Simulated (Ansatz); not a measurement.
Geometry relaxation, with input and output: Ge

Ge (P6₃/mmc, 4 atoms in the cell), computed with DFT PBEsol, scalar-relativistic, plane waves, PAW, no spin polarisation (Ansatz 0.2.0).

The structure derives from a Materials Project entry. Figures and captions count atoms from 1; the log counts them from 0 in places.

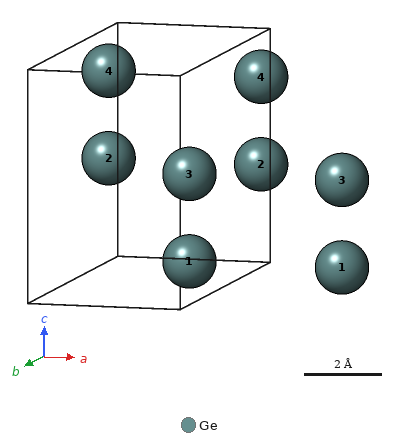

The input geometry (spheres-only view of the cell of the calculation, repeated 2 × 1 × 1, seen at an oblique angle; atoms are numbered from 1 in the order of the input). An atom can appear more than once, as a periodic image.

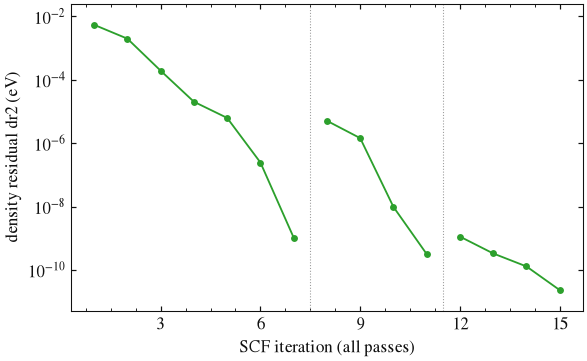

Convergence of the self-consistent field: density residual dr2 against the SCF iteration. The dotted lines part the SCF passes of the relaxation: geometry steps, rejected trials and re-solves on a re-selected basis. The passes take 7, 4 and 4 iterations.

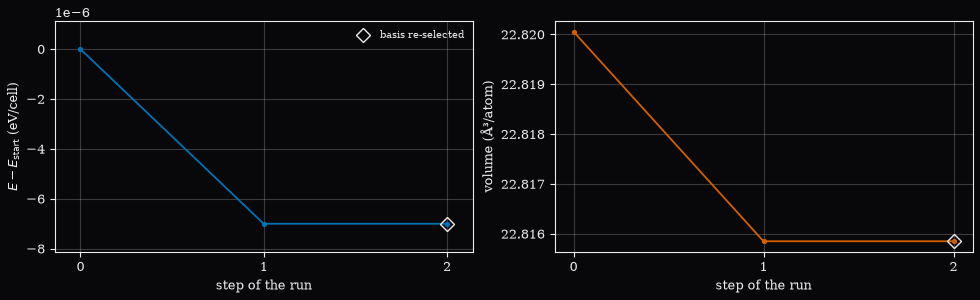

Progress of the relaxation, step by step (the first geometry is step 0 here and step 1 in the log). No atom moves by more than 0.005 Å relative to the cell. The space group stays P6_3/mmc (No. 194). The energy falls by next to nothing (0.0 meV per cell of the calculation) in 1 geometry step. Largest force component: 0.005 eV/Å at the start, 0.0045 eV/Å at the end. The pressure goes from −0.01 to 0.00 GPa. A last SCF at the same geometry on a re-selected plane-wave basis shifts the energy by next to nothing (0.0 meV per cell of the calculation). (Atoms are counted from 1 in the order of the input.)

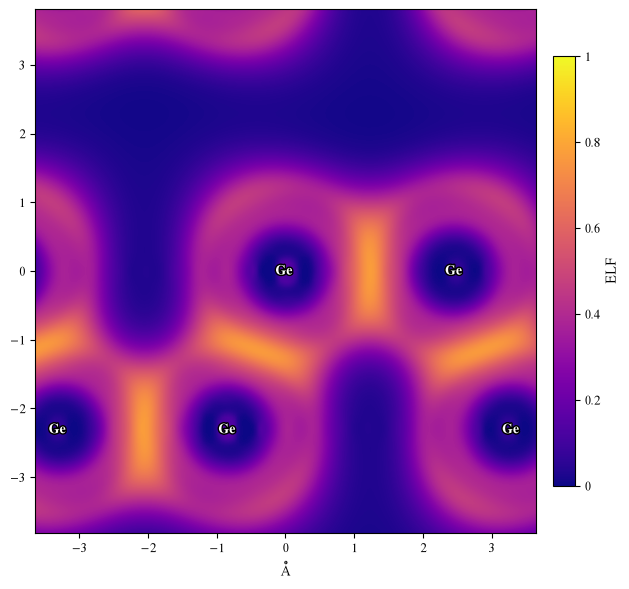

Electron localisation function on the (110) plane of the conventional cell. Atoms in the plane: Ge. The fields are those of the smooth PAW valence density.

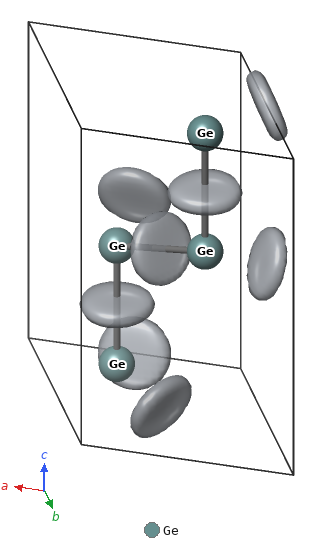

Isosurface of the electron localisation function at 0.65 (grey), seen at an oblique angle. Core shells and regions of very low density are left out. Sticks mark near contacts. The outline is the cell set on symmetry axes. Along the contacts the grid gives the following.

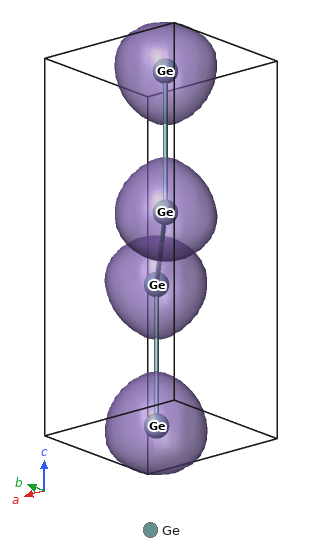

Isosurface of the valence pseudo-density at 0.6 e/Å³ (purple), seen at an oblique angle. Sticks mark near contacts. The outline is the cell set on symmetry axes. At this value the density breaks into separate islands; it holds about 75 % of the electrons treated as valence (semicore included). It is pinched off along the Ge–Ge (2.45 Å) contacts. On the grid the lowest density along these lines, outside the cores, is 0.5 e/Å³ (Ge–Ge, 2.45 Å).

The input that produced these results follows, with the program's output.

Input file:
```yaml
crystal:
  lattice:
    - [3.9986409602, 0.0, 0.0]
    - [-1.9993204801, 3.4629246522, 0.0]
    - [0.0, 0.0, 6.5920608992]
  atoms:
    - { symbol: Ge, position: [0.6666666667, 0.3333333333, 0.062777968] }
    - { symbol: Ge, position: [0.3333333333, 0.6666666667, 0.562777968] }
    - { symbol: Ge, position: [0.6666666667, 0.3333333333, 0.437222032] }
    - { symbol: Ge, position: [0.3333333333, 0.6666666667, 0.937222032] }
basis:
  ecutwfc: 420
kpoints:
  mp_grid: { grid: [12, 12, 6] }
hamiltonian:
  xc: pbesol
scf:
  occupations: { method: gaussian, width: 0.1 }
output:
  forces: true
  stress: true
  eigenvalues: true
  write_density: true
  write_potential: true
  elf: true
  volumetric_format: npy
relax:
  adjacent_minimum: "off"
  f_tol: 0.005
  max_steps: 80
  cell: { stress_tol: 0.05 }
```

Launched with:
```bash
ansatz run input.yaml --threads 2 --pin off --max-ram 5120MiB --backend cpu --events-out ev --progress --plain --runs-dir out
```

The program's output:
```
Engine: ansatz 0.2.0, x86_64-unknown-linux-gnu
Pseudopotentials: kind: paw
Pseudopotential: Ge, paw, valence charge 14, recommended cutoff 420 eV (normal), Ge.paw.azcp
Functional definition: PBEsol
  exchange = pbesol_x
  correlation = pbesol_c
Crystal: 4 atoms, lattice volume = 91.280 Å³
Basis set: ecut = 420 eV, 1787 PW (Γ), exchange–correlation on 54×54×90 points (8 copies of the dense FFT grid, shifted against one another)
Bands: 34, of which v1, the nominal top of the filled ones, is band 28 counted from 1 (27 counted from 0)
Symmetry: 24 space group operations
Space group: P63/mmc (ITA 194), of the structure as read, at distance tolerance 4.5e-5 Å
k-points: 76 of 864
Non-local potential: Ge, projectors of the file, l = 0: 2, l = 1: 2, l = 2: 3, l = 3: 1
PAW form: soft (Blöchl's): semilocal exchange-correlation on the pseudo side does not see the compensation charge
PAW frozen core: Ge, regenerated for the run's functional, and the local potential with it (the file was generated under x = pbe(κ = 0.804, μ = 0.2195149727645171), c = pbe(β = 0.06672455060314922))
PAW one-centre angular grid: Ge, 590 points (default); XC on 64 Gauss nodes
Initial density: superposition of atomic densities (neutral atoms: chi_scale 0, normalization atom), corrected by the library's trained network
Initial wavefunctions: pseudopotential atomic-orbital guess
Functional: x = pbesol(κ = 0.804, μ = 0.12345679012345678), c = pbesol(β = 0.046)
SCF iter   1: F=—  HF=-17013.926892 eV  |F-HF|=—  |Δ(HF+E_count)|=         —  Δρ=2.26e-3  dr2=5.45e-3  ethr=1.77e-3  ⟨swp⟩=5.7  Hψ=9809  notcnv=0  defer=1
preconditioner: auto → Resta (q_TF=auto, 2.515 Å⁻¹)  ε∞=2.7  [insulator: Δε(μ)=0.144 eV  Ē_g=22.480 eV  σ=0.100 eV  W_gap=0.65  n_scr=22 (ndim 8)  ℏωp=29.1 eV  f_vac=0.072  D(μ)=0.12/eV (n_scr^D=0)  ε∞_Penn≈2.7]
SCF iter   2: F=—  HF=-17013.923430 eV  |F-HF|=—  |Δ(HF+E_count)|=   3.46e-3  Δρ=1.43e-3  dr2=1.99e-3  ethr=9.74e-6  ⟨swp⟩=2.0  Hψ=5321  notcnv=0  defer=1
SCF iter   3: F=—  HF=-17013.923554 eV  |F-HF|=—  |Δ(HF+E_count)|=   1.23e-4  Δρ=6.84e-4  dr2=1.94e-4  ethr=3.55e-6  ⟨swp⟩=2.0  Hψ=4612  notcnv=0  defer=1
SCF iter   4: F=—  HF=-17013.923284 eV  |F-HF|=—  |Δ(HF+E_count)|=   2.69e-4  Δρ=1.68e-4  dr2=2.03e-5  ethr=3.47e-7  ⟨swp⟩=2.0  Hψ=4612  notcnv=0  defer=1
SCF iter   5: F=—  HF=-17013.923233 eV  |F-HF|=—  |Δ(HF+E_count)|=   5.18e-5  Δρ=1.20e-4  dr2=6.26e-6  ethr=3.62e-8  ⟨swp⟩=2.0  Hψ=3145  notcnv=0  defer=1
SCF iter   6: F=—  HF=-17013.923231 eV  |F-HF|=—  |Δ(HF+E_count)|=   1.91e-6  Δρ=2.38e-5  dr2=2.45e-7  ethr=1.12e-8  ⟨swp⟩=2.0  Hψ=4532  notcnv=0  defer=1
SCF iter   7: F=-17013.923231 eV  HF=-17013.923231 eV  |F-HF|=1.65e-9  |Δ(HF+E_count)|=   2.26e-7  Δρ=9.12e-7  dr2=1.04e-9  ethr=1.79e-10  ⟨swp⟩=10.2  Hψ=17430  notcnv=0
SCF 1 converged in 7 iterations: F = -17013.923231 eV  dr2 = 1.04e-9
  greatest PAW one-centre occupation: 0.998 electrons in one spin orbital (limit 2), on the Ge atom at site 2 (counted from 0), in its partial waves of l = 2
relax step   1: F+E_penalty+E_count = -17013.92323055 eV  Δ(F+E_penalty+E_count) = +0.000e0 eV  max|allowed force component| = 5.048e-3 eV/Å  Δτ_max = 0.0000 Å  P = -0.013 GPa  Ω = 91.280 Å³  (7 SCF iters, dr2 threshold 1.00e-7 eV, accepted)
Crystal: 4 atoms, lattice volume = 91.263 Å³
Basis set: ecut = 420 eV, 1763 PW (Γ), exchange–correlation on 54×54×90 points (8 copies of the dense FFT grid, shifted against one another)
Initial density: handed on by an earlier stage of this run
Initial wavefunctions: those handed on with the density
iter 1 solved again at ethr=6.91e-9 eV; its pass at ethr=3.10e-3 eV (dr2=3.87e-6 eV) is discarded
SCF iter   1: F=—  HF=-17013.923305 eV  |F-HF|=—  |Δ(HF+E_count)|=         —  Δρ=8.28e-5  dr2=5.08e-6  ethr=6.91e-9  ⟨swp⟩=3.1  Hψ=13122  notcnv=0
preconditioner: auto → Resta (q_TF=auto, 2.515 Å⁻¹)  ε∞=2.7  [insulator: Δε(μ)=0.163 eV  Ē_g=22.533 eV  σ=0.100 eV  W_gap=0.73  n_scr=22 (ndim 8)  ℏωp=29.1 eV  f_vac=0.064  D(μ)=0.12/eV (n_scr^D=0)  ε∞_Penn≈2.7]
SCF iter   2: F=—  HF=-17013.923239 eV  |F-HF|=—  |Δ(HF+E_count)|=   6.67e-5  Δρ=4.46e-5  dr2=1.44e-6  ethr=6.91e-9  ⟨swp⟩=2.0  Hψ=3006  notcnv=0
SCF iter   3: F=—  HF=-17013.923238 eV  |F-HF|=—  |Δ(HF+E_count)|=   4.98e-7  Δρ=2.89e-6  dr2=9.69e-9  ethr=2.57e-9  ⟨swp⟩=2.0  Hψ=3183  notcnv=0
SCF iter   4: F=-17013.923238 eV  HF=-17013.923238 eV  |F-HF|=1.89e-10  |Δ(HF+E_count)|=   1.11e-9  Δρ=6.21e-7  dr2=3.14e-10  ethr=2.84e-12  ⟨swp⟩=6.2  Hψ=13001  notcnv=0
SCF 2 converged in 4 iterations: F = -17013.923238 eV  dr2 = 3.14e-10
  greatest PAW one-centre occupation: 0.998 electrons in one spin orbital (limit 2), on the Ge atom at site 3 (counted from 0), in its partial waves of l = 2
relax step   2: F+E_penalty+E_count = -17013.92323818 eV  Δ(F+E_penalty+E_count) = -7.626e-6 eV  max|allowed force component| = 4.492e-3 eV/Å  Δτ_max = 0.0009 Å  P = -0.003 GPa  Ω = 91.263 Å³  energy of the carried Pulay correction = +2.469e-6 eV  (4 SCF iters, dr2 threshold 1.59e-9 eV, accepted)
Initial wavefunctions: pseudopotential atomic-orbital guess (no wavefunctions were taken with the density)
iter 1 solved again at ethr=2.72e-7 eV; its pass at ethr=3.10e-3 eV (dr2=1.52e-4 eV) is discarded
SCF iter   1: F=—  HF=-17013.923303 eV  |F-HF|=—  |Δ(HF+E_count)|=         —  Δρ=1.58e-6  dr2=1.12e-9  ethr=2.72e-7  ⟨swp⟩=2.0  Hψ=15111  notcnv=0
eigensolver tolerance schedule: the retry pair's looser diagonalisation over-reported the residual by 136299.24 of it (diagonalisation noise at an unbounded share of the residual, at the tolerance the schedule requests for it); recorded, not acted on — ethr = c·dr2/N_el stays at c = 1.0e-1
SCF iter   2: F=—  HF=-17013.923238 eV  |F-HF|=—  |Δ(HF+E_count)|=   6.56e-5  Δρ=7.83e-7  dr2=3.29e-10  ethr=2.00e-12  ⟨swp⟩=3.0  Hψ=6847  notcnv=0
SCF iter   3: F=—  HF=-17013.923238 eV  |F-HF|=—  |Δ(HF+E_count)|=  2.84e-10  Δρ=4.30e-7  dr2=1.28e-10  ethr=1.00e-12  ⟨swp⟩=2.0  Hψ=4104  notcnv=0
SCF iter   4: F=-17013.923238 eV  HF=-17013.923238 eV  |F-HF|=4.00e-11  |Δ(HF+E_count)|=  3.64e-11  Δρ=2.03e-7  dr2=2.29e-11  ethr=1.00e-12  ⟨swp⟩=4.5  Hψ=11968  notcnv=0
SCF 3 converged in 4 iterations: F = -17013.923238 eV  dr2 = 2.29e-11
relax step   3: F+E_penalty+E_count = -17013.92323759 eV  Δ(F+E_penalty+E_count) = +5.892e-7 eV  max|allowed force component| = 4.493e-3 eV/Å  Δτ_max = 0.0000 Å  P = -0.003 GPa  Ω = 91.263 Å³  stress off target by 3.05e-2 GPa  SCF on the basis re-selected at this cell (its energy is not comparable with the rows above)  (4 SCF iters)
basis re-selected at this cell: Δ(F+E_penalty+E_count) = +5.892e-7 eV, ΔP = +0.000 GPa vs the last step (what re-selecting the basis moved, of the pressure what is left beyond the Pulay correction that the steps carried, after the strain that the cell walked since its last selection, with what the two solves' SCF thresholds leave and, on support functions, any second-order correction that the steps lacked; it is no measure of the basis error at this ecutwfc). This SCF's stress stands 3.05e-2 GPa from its target on what of the cell is left free (relax.cell.stress_tol is 5.00e-2 GPa) and its largest allowed force component is 4.49e-3 eV/Å (relax.f_tol is 5.00e-3 eV/Å): within both
SCF converged after 4 iterations
Free energy (F): -17013.923238 eV
Harris-Foulkes:  -17013.923238 eV  (|F-HF|=4.00e-11)
Internal energy: -17013.922634 eV  (E = F + TS)
E sigma→0 (E₀):  -17013.922936 eV
Entropy (-TS):   -0.000604 eV (-0.151 meV/atom)
Fermi energy:    8.410456 eV
--- Per-component energies (eV) ---
  E_band       = -610.119439
  E_kinetic    = 446.081127
  E_local      = -9925.184821  (includes V_loc(G=0)·N_el)
  E_nonlocal   = 1680.725977
  E_hartree    = 4350.332809
  E_xc         = -299.777615
  E_vxc        = -258.813956  (∫ρ·V_xc dr)
  E_paw        = -7916.687286  (= ΣΔE_a)
  E_vpaw       = -1253.595249  (= ΣTr[D̂ρ^β])
  E_aug_tail   = 0.001401  (compensation charges beyond the density's cutoff)
  E_ewald      = -5353.085970
  E_core_change = 3.671745  (= ΣΔE_core)
  E_smearing   = -0.000604  (= −TS)
  E_closure    = -0.000000  (closes the sum)
  Σ components = -17013.923238   (vs F -17013.923238, Δ=0.00e0)
--- Forces (eV/Å), atoms counted from 1 ---
  atom   1  Ge     0.00000000     0.00000000    -0.00449327
  atom   2  Ge     0.00000000    -0.00000000    -0.00449327
  atom   3  Ge    -0.00000000     0.00000000     0.00449327
  atom   4  Ge     0.00000000    -0.00000000     0.00449327
  max |Σ_I F_I| component: 3.70e-17 eV/Å
--- Stress (GPa, compression-positive) ---
        0.011148      -0.000000       0.000000
        0.000000       0.011148      -0.000000
        0.000000      -0.000000      -0.030476
  P = ⅓ Tr σ = -0.0027 GPa (-0.027 kbar)
--- Band table (eV; the first three rows and the last of 76) ---
  k-point 0: bands = ["-16.5006", "-16.5006", "-16.4625", "-16.4623", "-16.4623", "-16.4494", "-16.4368", "-16.4368", "-16.3845", "-16.3845", "-16.2602", "-16.2602", "-16.2465", "-16.2306", "-16.2269", "-16.2269", "-16.2088", "-16.2088", "-16.1790", "-16.1790", "-4.4103", "-2.3597", "0.7497", "6.9055", "6.9055", "8.2296", "8.2462", "8.3466", "8.5117", "8.5117", "10.6250", "10.6250", "11.1185", "12.9189"]
  k-point 1: bands = ["-16.4987", "-16.4987", "-16.4668", "-16.4668", "-16.4613", "-16.4499", "-16.4320", "-16.4320", "-16.3880", "-16.3880", "-16.2575", "-16.2575", "-16.2458", "-16.2320", "-16.2292", "-16.2292", "-16.2062", "-16.2062", "-16.1808", "-16.1808", "-4.3265", "-2.6269", "1.1861", "6.6831", "6.9793", "6.9793", "8.3331", "8.3331", "8.3362", "9.5296", "10.8034", "10.8034", "11.1991", "12.7236"]
  k-point 2: bands = ["-16.4933", "-16.4933", "-16.4757", "-16.4757", "-16.4583", "-16.4516", "-16.4216", "-16.4216", "-16.3973", "-16.3973", "-16.2508", "-16.2508", "-16.2436", "-16.2355", "-16.2349", "-16.2349", "-16.2000", "-16.2000", "-16.1856", "-16.1856", "-4.0784", "-3.1606", "2.2227", "5.0757", "7.1949", "7.1949", "7.9430", "7.9430", "8.6024", "9.5108", "11.2175", "11.2175", "12.2646", "12.2646"]
  k-point 75: bands = ["-16.5164", "-16.5164", "-16.4933", "-16.4933", "-16.4273", "-16.4273", "-16.3627", "-16.3627", "-16.3389", "-16.3389", "-16.3220", "-16.3220", "-16.2864", "-16.2864", "-16.2555", "-16.2555", "-16.1819", "-16.1819", "-16.1566", "-16.1566", "-1.2996", "-1.2996", "0.2142", "0.2142", "4.0753", "4.0753", "6.3635", "6.3635", "9.5868", "9.5868", "12.4337", "12.4337", "14.1440", "14.1440"]
--- Relaxed structure (2 steps of the walk, 2 accepted, 1 SCFs on fresh bases) ---
  F+E_penalty+E_count = -17013.92323759 eV   max|allowed force component| = 4.493e-3 eV/Å   (the final SCF, on the basis selected at the relaxed cell)
  cell:  # Å, volume = 91.2634 Å³
    - [3.996967863874907, 0.0, -1.1402570056626267e-34]
    - [-1.9984839319374534, 3.461475708225692, -4.1736303091569815e-35]
    - [-1.8797995861156604e-34, -1.8797995861156604e-34, 6.596365133831953]
  atoms:
    - { symbol: Ge, position: [0.6666666666666666, 0.3333333333333333, 0.06291185649519308] }
    - { symbol: Ge, position: [0.3333333333333333, 0.6666666666666666, 0.5629118564951932] }
    - { symbol: Ge, position: [0.6666666666666666, 0.3333333333333333, 0.43708814350480685] }
    - { symbol: Ge, position: [0.3333333333333333, 0.6666666666666666, 0.9370881435048067] }
```

Trajectory as extended XYZ (Å, eV, eV/Å), 3 frames, from step=1 to step=3:
```
4
Lattice="3.9986 0.0000 0.0000 -1.9993 3.4629 0.0000 0.0000 0.0000 6.5921" Properties=species:S:1:pos:R:3:forces:R:3 step=1 energy=-17013.92323 pressure_GPa=-0.01
Ge    1.9993    1.1543    0.4138    0.0000   0.0000   0.0050
Ge    0.0000    2.3086    3.7099    0.0000   0.0000   0.0050
Ge    1.9993    1.1543    2.8822    0.0000   0.0000  -0.0050
Ge    0.0000    2.3086    6.1782    0.0000   0.0000  -0.0050
4
Lattice="3.9970 0.0000 0.0000 -1.9985 3.4615 0.0000 0.0000 0.0000 6.5964" Properties=species:S:1:pos:R:3:forces:R:3 step=2 energy=-17013.92324 pressure_GPa=-0.00
Ge    1.9985    1.1538    0.4150    0.0000   0.0000  -0.0045
Ge    0.0000    2.3077    3.7132    0.0000   0.0000  -0.0045
Ge    1.9985    1.1538    2.8832    0.0000   0.0000   0.0045
Ge    0.0000    2.3077    6.1814    0.0000   0.0000   0.0045
4
Lattice="3.9970 0.0000 0.0000 -1.9985 3.4615 0.0000 0.0000 0.0000 6.5964" Properties=species:S:1:pos:R:3:forces:R:3 step=3 energy=-17013.92324 pressure_GPa=-0.00
Ge    1.9985    1.1538    0.4150    0.0000   0.0000  -0.0045
Ge    0.0000    2.3077    3.7132    0.0000   0.0000  -0.0045
Ge    1.9985    1.1538    2.8832    0.0000   0.0000   0.0045
Ge    0.0000    2.3077    6.1814    0.0000   0.0000   0.0045
```

Summary:

| quantity | value |
| --- | --- |
| outcome | converged |
| space group (tolerance 0.01 Å) | P6₃/mmc (194) |
| electrons treated | 56 |
| free energy | −17013.9232 eV |
| Fermi energy | 8.410 eV |
| gap on the k-point mesh | none (metallic) |
| pressure | 0.00 GPa |
| final volume | 91.26 Å³ |
| largest force (length of the vector) at the end | 0.004 eV/Å |
| final cell | a = 3.997 Å, b = 3.997 Å, c = 6.596 Å, α = 90.00°, β = 90.00°, γ = 120.00° |
| hardware | 2 threads of Intel Xeon @ 2.50GHz (Skylake/Cascade Lake), 32 GiB of memory available, shared host |
| wall time | 20 s (CPU time 38 s) |
| peak memory | 0.55 GiB |
